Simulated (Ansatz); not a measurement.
# Geometry relaxation of W5HS10 (part 1 of 3)

W5HS10 (defect cell, 16 atoms in the cell), computed with DFT PBE, scalar-relativistic, plane waves, PAW, spin-polarised (Ansatz 0.2.0).

The structure derives from a Materials Project entry. It belongs to a series of runs on one base structure; here: H interstitial, charge +0, atoms relaxed at the host's cell. Figures and captions count atoms from 1; the log counts them from 0 in places.

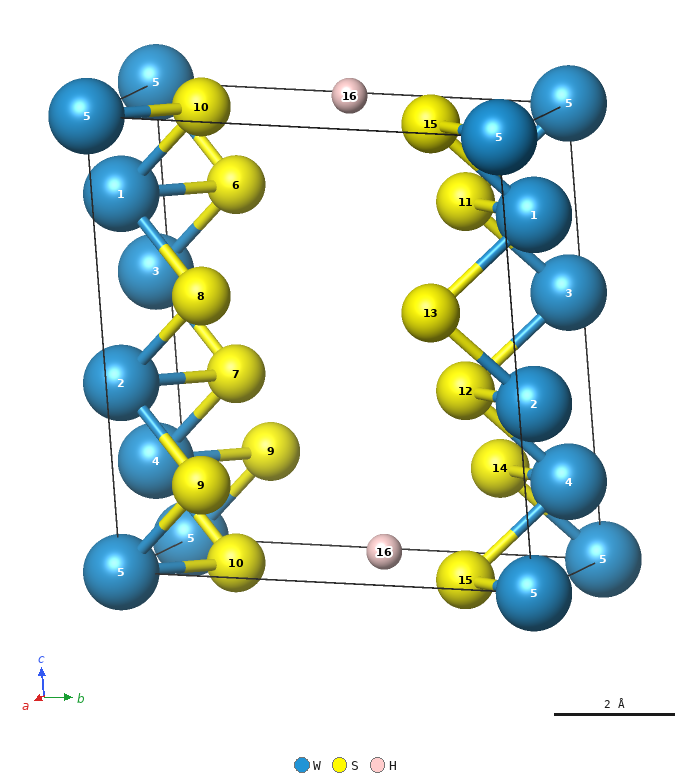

*The input geometry (ball-and-stick view of the cell of the calculation, seen slightly off an axis; atoms are numbered from 1 in the order of the input). An atom can appear more than once, as a periodic image.*

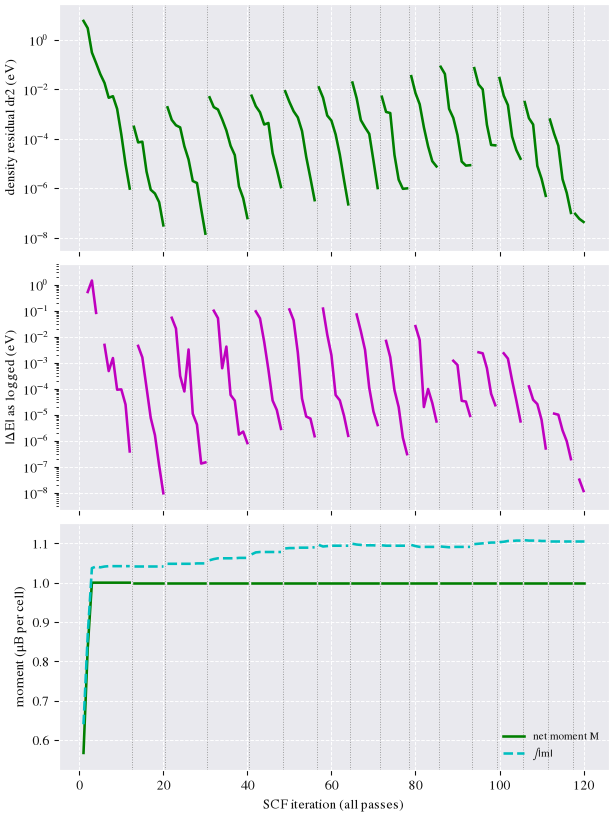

*Convergence of the self-consistent field: density residual dr2, size of the energy change and magnetic moment against the SCF iteration. The dotted lines part the SCF passes of the relaxation: geometry steps, rejected trials and re-solves on a re-selected basis.*

The 16 passes take 3 to 12 iterations each, 120 in all. The net moment goes from 0.6 to 1.0 μB per cell.

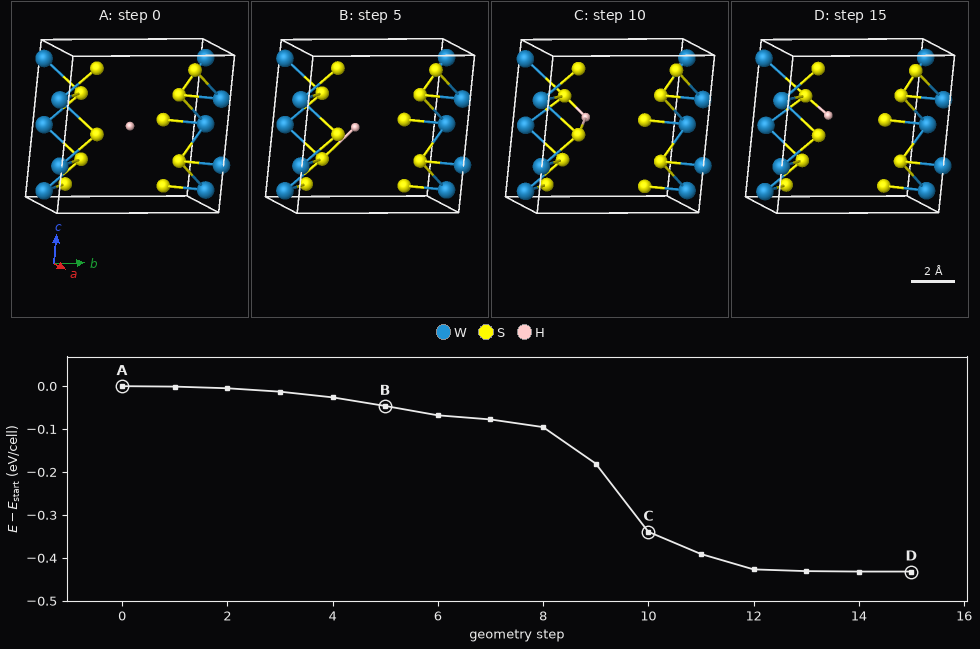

*Frames of the relaxation (ball-and-stick view of the cell of the calculation (origin shifted), seen slightly off an axis) above the curves, on which the letters mark them (the first geometry is step 0 here and step 1 in the log).*

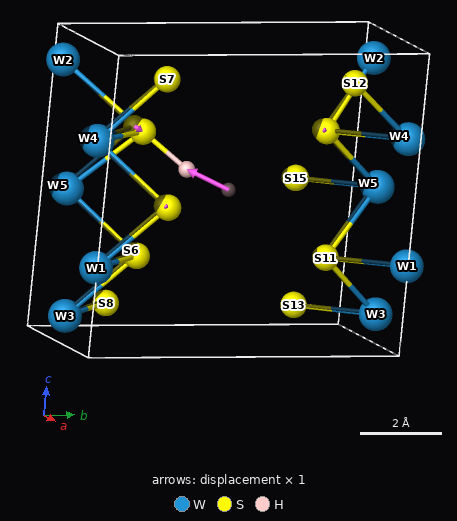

*Start (faint) and end (solid) with the displacements as pink arrows, at true length (ball-and-stick view of the cell of the calculation (origin shifted), seen slightly off an axis).*

After 15 geometry steps the energy has fallen by 0.432 eV per cell of the calculation. The largest force component goes from 0.047 to 0.018 eV/Å. The largest move is that of H16, 1.15 Å. Largest moves by element: H 1.15 Å, S 0.25 Å, W 0.10 Å. The lattice vectors keep their values. Among the contacts that change: S9–H16 2.813 → 1.433 Å, W2–S9 2.420 → 2.671 Å, W4–S9 2.420 → 2.451 Å, W4–S12 2.420 → 2.442 Å. New bonds form: S9–H16 (2.81 → 1.43 Å). Among the angles that change: W2–S9–W4 82.4° → 78.2°, S9–W4–S10 82.4° → 79.0°, S9–W4–S12 135.3° → 138.1°. (Atoms are counted from 1 in the order of the input.)

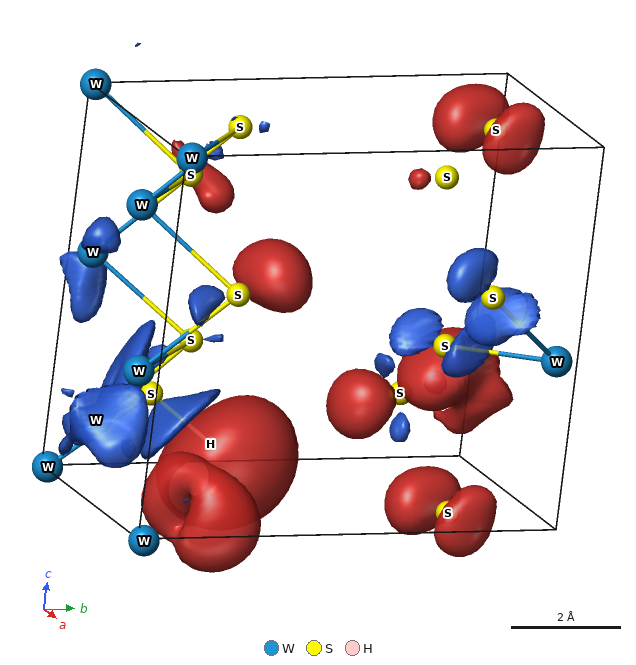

*Isosurfaces of the spin density at +0.002 (red) and −0.002 e/Å³ (blue), seen slightly off an axis. Sticks mark near contacts. The outline is the calculation cell.*

The spin density sits on W: +0.3 μB in one cell of 16 atoms. The cell of the calculation (16 atoms) carries 1.0 μB net. Core electrons are frozen (PAW), so the fields are smoothed inside the atomic spheres.

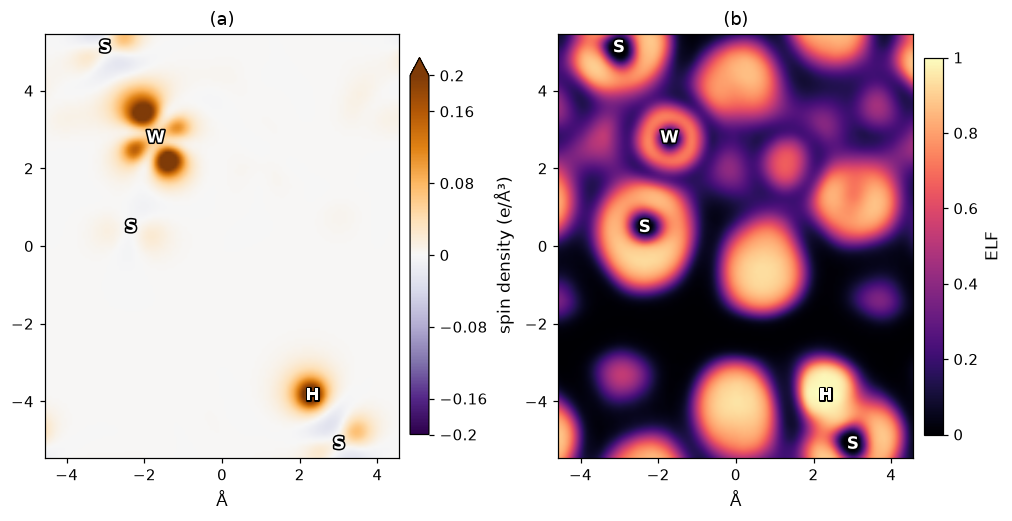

*(a) magnetisation density (up minus down); (b) electron localisation function on the (11̄0) plane of the calculation cell.*

W–S (2.40 Å): the ELF is about 0.50 at the midpoint. W–S (2.67 Å): the ELF is about 0.35 at the midpoint. The strong features right at W lie inside the PAW spheres (semicore, d or f shells) and say nothing about bonding. The spin density sits on W: +0.3 μB in one cell of 16 atoms. The cell of the calculation (16 atoms) carries 1.0 μB net.

The input and output of the run follow.

Input file:
```yaml
crystal:
  lattice:
    - [0.0, -5.5213404984, 0.0]
    - [0.0, -1.8404468328, 7.4744429926]
    - [-7.9693685575, -2.7606702492, 0.0]
  atoms:
    - { symbol: W, position: [0.5993225527, 0.0020323419, 0.8] }
    - { symbol: W, position: [0.7993225527, 0.0020323419, 0.4] }
    - { symbol: W, position: [0.1993225527, 0.0020323419, 0.6] }
    - { symbol: W, position: [0.3993225527, 0.0020323419, 0.2] }
    - { symbol: W, position: [0.9993225527, 0.0020323419, 0.0] }
    - { symbol: S, position: [0.1959256669, 0.2122229993, 0.8], spin: 0.143 }
    - { symbol: S, position: [0.3959256669, 0.2122229993, 0.4] }
    - { symbol: S, position: [0.7959256669, 0.2122229993, 0.6] }
    - { symbol: S, position: [0.9959256669, 0.2122229993, 0.2], spin: 0.143 }
    - { symbol: S, position: [0.5959256669, 0.2122229993, 0.0], spin: 0.143 }
    - { symbol: S, position: [0.3360517804, 0.7918446588, 0.8], spin: 0.143 }
    - { symbol: S, position: [0.5360517804, 0.7918446588, 0.4] }
    - { symbol: S, position: [0.9360517804, 0.7918446588, 0.6] }
    - { symbol: S, position: [0.1360517804, 0.7918446588, 0.2], spin: 0.143 }
    - { symbol: S, position: [0.7360517804, 0.7918446588, 0.0], spin: 0.143 }
    - { symbol: H, position: [0.16875, 0.5, 0.00625], spin: 0.143 }
  host:
    lattice:
      - [1.5938737115, 0.9202234164, 7.4744429926]
      - [-1.5938737115, 0.9202234164, 7.4744429926]
      - [0.0, -1.8404468328, 7.4744429926]
    atoms:
      - { symbol: W, position: [0.0006774473, 0.0006774473, 0.0006774473] }
      - { symbol: S, position: [0.4040743331, 0.4040743331, 0.4040743331] }
      - { symbol: S, position: [0.2639482196, 0.2639482196, 0.2639482196] }
basis:
  ecutwfc: 420
  xc_grid: 2
kpoints:
  mp_grid: { grid: [4, 3, 4], shift: [0.0, 0.0, 0.0] }
hamiltonian:
  xc: pbe
scf:
  occupations: { method: gaussian, width: 0.01 }
output:
  forces: true
  stress: false
  eigenvalues: true
  populations: true
  charged_corrections:
    defect_position: [0.16875, 0.5, 0.00625]
    epsilon: [[11.5894, 0.0, 0.0], [0.0, 11.5894, 0.0], [0.0, 0.0, 3.2073]]
  write_density: true
  write_potential: true
  elf: true
  volumetric_format: npy
magnetization:
  spin_polarized: true
relax:
  adjacent_minimum: "off"
  f_tol: 0.025
  max_steps: 45
```

Command:
```bash
ansatz run input.yaml --threads 4 --pin off --max-ram 10240MiB --backend cpu --events-out ev --progress --plain --runs-dir out
```

Log:
```
Engine: ansatz 0.2.0, aarch64-unknown-linux-gnu
Pseudopotentials: kind: paw
Pseudopotential: W, paw, valence charge 14, recommended cutoff 420 eV (normal), W.paw.azcp
Pseudopotential: S, paw, valence charge 6, recommended cutoff 420 eV (normal), S.paw.azcp
Pseudopotential: H, paw, valence charge 1, recommended cutoff 420 eV (normal), H.paw.azcp
Functional definition: PBE
  parameter kappa = 0.804
  parameter beta = 0.06672455060314922
  exchange = pbe_x(kappa = kappa, mu = beta*pi^2/3)
  correlation = pbe_c(beta = beta)
Crystal: 16 atoms, lattice volume = 328.887 Å³
Basis set: ecut = 420 eV, 6405 PW (Γ), exchange–correlation on 80×108×120 points (8 copies of the dense FFT grid, shifted against one another)
Bands: 83, of which v1, the nominal top of the filled ones, is band 66 counted from 1 (65 counted from 0)
Symmetry: 1 space group operations
Space group: P1 (ITA 1), of the structure as read, at distance tolerance 6.9e-5 Å
Magnetic group: BNS 1.1 (UNI 1), of the structure as read, at distance tolerance 6.9e-5 Å
k-points: 26 of 48 (time reversal used)
Non-local potential: W, projectors of the file, l = 0: 3, l = 1: 2, l = 2: 2, l = 3: 1
Non-local potential: S, projectors of the file, l = 0: 2, l = 1: 2, l = 2: 2
Non-local potential: H, projectors of the file, l = 0: 2, l = 1: 1
PAW form: soft (Blöchl's): semilocal exchange-correlation on the pseudo side does not see the compensation charge
PAW one-centre angular grid: W, 590 points (default); XC on 64 Gauss nodes
PAW one-centre angular grid: S, 110 points (default); XC on 64 Gauss nodes
PAW one-centre angular grid: H, 110 points (default); XC on 64 Gauss nodes
Starting moments: Σ|m| = 1.001 μB on 7 of 16 sites
Initial wavefunctions: pseudopotential atomic-orbital guess
Functional: x = pbe(κ = 0.804, μ = 0.2195149727645171), c = pbe(β = 0.06672455060314922)
SCF iter   1: F=—  HF=-60968.776175 eV  |F-HF|=—  |Δ(HF+E_count)|=         —  Δρ=2.00e-2 (↑2.00e-2 ↓1.95e-2)  dr2=5.72e0  dr2_m=4.75e-2  M=0.567 μB ∫|m|=0.640 μB  β_m=0.30  ethr=3.10e-3  ⟨swp⟩=7.0  Hψ=18172  notcnv=0  defer=12
Mixer restart at iter 1: flushing history
preconditioner: auto → Resta (q_TF=auto, 2.340 Å⁻¹)  ε∞=6.2  [insulator: Δε(μ)=0.043 eV  Ē_g=8.567 eV  σ=0.010 eV  W_gap=0.78  n_scr=66 (ndim 8)  ℏωp=19.5 eV  f_vac=0.138  D(μ)=4.66/eV (n_scr^D=18)  ε∞_Penn≈6.2]
spin=Collinear: Resta preconditioning applied to the charge; magnetization (m = ρ↑ − ρ↓) channel mixes plain (no charge-response kernel on spin).
SCF iter   2: F=—  HF=-60969.292548 eV  |F-HF|=—  |Δ(HF+E_count)|=   5.16e-1  Δρ=1.48e-2 (↑1.48e-2 ↓1.46e-2)  dr2=2.92e0  dr2_m=8.15e-2  M=0.833 μB ∫|m|=0.866 μB  β_m=0.63  ethr=3.10e-3  ⟨swp⟩=2.0  Hψ=5326  notcnv=0  defer=569
SCF iter   3: F=—  HF=-60970.711362 eV  |F-HF|=—  |Δ(HF+E_count)|=    1.42e0  Δρ=4.18e-3 (↑4.05e-3 ↓4.18e-3)  dr2=3.03e-1  dr2_m=1.18e-2  M=1.000 μB ∫|m|=1.037 μB  β_m=0.67  ethr=2.23e-3  ⟨swp⟩=2.6  Hψ=6682  notcnv=0  defer=569
SCF iter   4: F=—  HF=-60970.792941 eV  |F-HF|=—  |Δ(HF+E_count)|=   8.16e-2  Δρ=2.17e-3 (↑2.02e-3 ↓2.17e-3)  dr2=1.13e-1  dr2_m=2.11e-3  M=1.000 μB ∫|m|=1.041 μB  β_m=0.71  ethr=2.32e-4  ⟨swp⟩=3.2  Hψ=6940  notcnv=0  defer=542
SCF iter   5: F=—  HF=-60970.789437 eV  |F-HF|=—  |Δ(HF+E_count)|=         —  Δρ=1.00e-3 (↑9.86e-4 ↓1.00e-3)  dr2=4.06e-2  dr2_m=9.21e-4  M=1.000 μB ∫|m|=1.039 μB  β_m=0.71  ethr=8.65e-5  ⟨swp⟩=3.2  Hψ=6686  notcnv=0  defer=537
Mixer restart at iter 5: flushing history
SCF iter   6: F=—  HF=-60970.794237 eV  |F-HF|=—  |Δ(HF+E_count)|=   4.80e-3  Δρ=7.46e-4 (↑7.05e-4 ↓7.46e-4)  dr2=1.79e-2  dr2_m=2.92e-4  M=1.000 μB ∫|m|=1.041 μB  β_m=0.67  ethr=3.10e-5  ⟨swp⟩=3.0  Hψ=6650  notcnv=0  defer=539
SCF iter   7: F=—  HF=-60970.794711 eV  |F-HF|=—  |Δ(HF+E_count)|=   4.74e-4  Δρ=3.91e-4 (↑3.91e-4 ↓3.67e-4)  dr2=4.51e-3  dr2_m=1.15e-4  M=1.000 μB ∫|m|=1.042 μB  β_m=0.76  ethr=1.37e-5  ⟨swp⟩=2.9  Hψ=5939  notcnv=0  defer=539
SCF iter   8: F=—  HF=-60970.796207 eV  |F-HF|=—  |Δ(HF+E_count)|=   1.50e-3  Δρ=3.50e-4 (↑3.49e-4 ↓3.50e-4)  dr2=5.22e-3  dr2_m=4.09e-5  M=1.000 μB ∫|m|=1.042 μB  β_m=0.76  ethr=3.44e-6  ⟨swp⟩=2.2  Hψ=6511  notcnv=0  defer=539
SCF iter   9: F=—  HF=-60970.796298 eV  |F-HF|=—  |Δ(HF+E_count)|=   9.13e-5  Δρ=2.00e-4 (↑1.94e-4 ↓2.00e-4)  dr2=1.61e-3  dr2_m=1.86e-5  M=1.000 μB ∫|m|=1.042 μB  β_m=0.88  ethr=3.44e-6  ⟨swp⟩=2.0  Hψ=4848  notcnv=0  defer=539
SCF iter  10: F=—  HF=-60970.796392 eV  |F-HF|=—  |Δ(HF+E_count)|=   9.39e-5  Δρ=6.01e-5 (↑5.69e-5 ↓6.01e-5)  dr2=1.48e-4  dr2_m=1.96e-6  M=1.000 μB ∫|m|=1.042 μB  β_m=0.94  ethr=1.23e-6  ⟨swp⟩=2.0  Hψ=5882  notcnv=0  defer=539
SCF iter  11: F=—  HF=-60970.796417 eV  |F-HF|=—  |Δ(HF+E_count)|=   2.47e-5  Δρ=1.50e-5 (↑1.47e-5 ↓1.50e-5)  dr2=9.41e-6  dr2_m=4.84e-8  M=1.000 μB ∫|m|=1.042 μB  β_m=0.81  ethr=1.13e-7  ⟨swp⟩=2.0  Hψ=6191  notcnv=0  defer=539
SCF iter  12: F=-60970.796417 eV  HF=-60970.796417 eV  |F-HF|=6.10e-7  |Δ(HF+E_count)|=   3.88e-7  Δρ=5.43e-6 (↑5.43e-6 ↓5.24e-6)  dr2=9.70e-7  dr2_m=3.08e-10  M=1.000 μB ∫|m|=1.042 μB  ethr=7.18e-9  ⟨swp⟩=18.0  Hψ=39817  notcnv=0
SCF 1 converged in 12 iterations: F = -60970.796417 eV  dr2 = 9.70e-7
  greatest PAW one-centre occupation: 1.000 electrons in one spin orbital (limit 2), on the W atom at site 1 (counted from 0), in its partial waves of l = 0
relax step   1: F+E_penalty+E_count = -60970.79641651 eV  Δ(F+E_penalty+E_count) = +0.000e0 eV  max|allowed force component| = 4.704e-2 eV/Å  Δτ_max = 0.0000 Å  (12 SCF iters, dr2 threshold 1.56e-5 eV, accepted)
Initial density: handed on by an earlier stage of this run
Starting moments: Σ|m| = 1.001 μB on 7 of 16 sites; this step starts from the density that it was given
Initial wavefunctions: those handed on with the density
iter 1 solved again at ethr=2.38e-7 eV; its pass at ethr=3.10e-3 eV (dr2=3.12e-4 eV) is discarded
SCF iter   1: F=—  HF=-60970.791334 eV  |F-HF|=—  |Δ(HF+E_count)|=         —  Δρ=5.44e-4 (↑5.44e-4 ↓4.56e-4)  dr2=3.03e-4  dr2_m=6.49e-4  M=1.000 μB ∫|m|=1.043 μB  β_m=0.65  ethr=2.38e-7  ⟨swp⟩=3.2  Hψ=14616  notcnv=0  defer=533
preconditioner: auto → Resta (q_TF=auto, 2.340 Å⁻¹)  ε∞=6.4  [insulator: Δε(μ)=1.282 eV  Ē_g=8.396 eV  σ=0.010 eV  W_gap=1.00  n_scr=66 (ndim 8)  ℏωp=19.5 eV  f_vac=0.160  D(μ)=0.00/eV (n_scr^D=0)  ε∞_Penn≈6.4]
spin=Collinear: Resta preconditioning applied to the charge; magnetization (m = ρ↑ − ρ↓) channel mixes plain (no charge-response kernel on spin).
SCF iter   2: F=—  HF=-60970.795721 eV  |F-HF|=—  |Δ(HF+E_count)|=   4.39e-3  Δρ=2.47e-4 (↑2.47e-4 ↓1.83e-4)  dr2=7.11e-5  dr2_m=1.20e-4  M=1.000 μB ∫|m|=1.043 μB  β_m=0.65  ethr=2.31e-7  ⟨swp⟩=3.0  Hψ=7565  notcnv=0  defer=533
SCF iter   3: F=—  HF=-60970.797310 eV  |F-HF|=—  |Δ(HF+E_count)|=   1.59e-3  Δρ=5.66e-5 (↑5.66e-5 ↓5.38e-5)  dr2=7.59e-5  dr2_m=3.09e-6  M=1.000 μB ∫|m|=1.043 μB  β_m=0.58  ethr=5.43e-8  ⟨swp⟩=2.9  Hψ=7758  notcnv=0  defer=533
SCF iter   4: F=—  HF=-60970.797420 eV  |F-HF|=—  |Δ(HF+E_count)|=   1.10e-4  Δρ=2.60e-5 (↑1.76e-5 ↓2.60e-5)  dr2=4.72e-6  dr2_m=8.24e-7  M=1.000 μB ∫|m|=1.043 μB  β_m=0.79  ethr=5.43e-8  ⟨swp⟩=2.1  Hψ=5821  notcnv=0  defer=533
SCF iter   5: F=—  HF=-60970.797427 eV  |F-HF|=—  |Δ(HF+E_count)|=   7.52e-6  Δρ=9.26e-6 (↑6.57e-6 ↓9.26e-6)  dr2=8.72e-7  dr2_m=1.18e-7  M=1.000 μB ∫|m|=1.043 μB  β_m=0.89  ethr=3.60e-9  ⟨swp⟩=2.7  Hψ=6858  notcnv=0  defer=533
SCF iter   6: F=—  HF=-60970.797429 eV  |F-HF|=—  |Δ(HF+E_count)|=   1.64e-6  Δρ=4.69e-6 (↑4.21e-6 ↓4.69e-6)  dr2=6.13e-7  dr2_m=1.36e-8  M=1.000 μB ∫|m|=1.043 μB  β_m=0.89  ethr=6.65e-10  ⟨swp⟩=3.0  Hψ=6980  notcnv=0  defer=533
SCF iter   7: F=—  HF=-60970.797429 eV  |F-HF|=—  |Δ(HF+E_count)|=   1.12e-7  Δρ=2.94e-6 (↑2.90e-6 ↓2.94e-6)  dr2=2.74e-7  dr2_m=8.74e-10  M=1.000 μB ∫|m|=1.043 μB  β_m=0.81  ethr=4.68e-10  ⟨swp⟩=2.2  Hψ=6216  notcnv=0  defer=533
SCF iter   8: F=-60970.797429 eV  HF=-60970.797429 eV  |F-HF|=2.50e-9  |Δ(HF+E_count)|=   9.58e-9  Δρ=1.29e-6 (↑9.74e-7 ↓1.29e-6)  dr2=3.17e-8  dr2_m=4.01e-10  M=1.000 μB ∫|m|=1.043 μB  ethr=7.63e-11  ⟨swp⟩=13.3  Hψ=32579  notcnv=0
SCF 2 converged in 8 iterations: F = -60970.797429 eV  dr2 = 3.17e-8
relax step   2: F+E_penalty+E_count = -60970.79742880 eV  Δ(F+E_penalty+E_count) = -1.012e-3 eV  max|allowed force component| = 3.644e-2 eV/Å  Δτ_max = 0.0231 Å  (8 SCF iters, accepted)
[... from here on the SCF iterations and repeated set-up lines of each step are left out, up to the last step ...]
SCF 3 converged in 10 iterations: F = -60970.801321 eV  dr2 = 1.47e-8
```
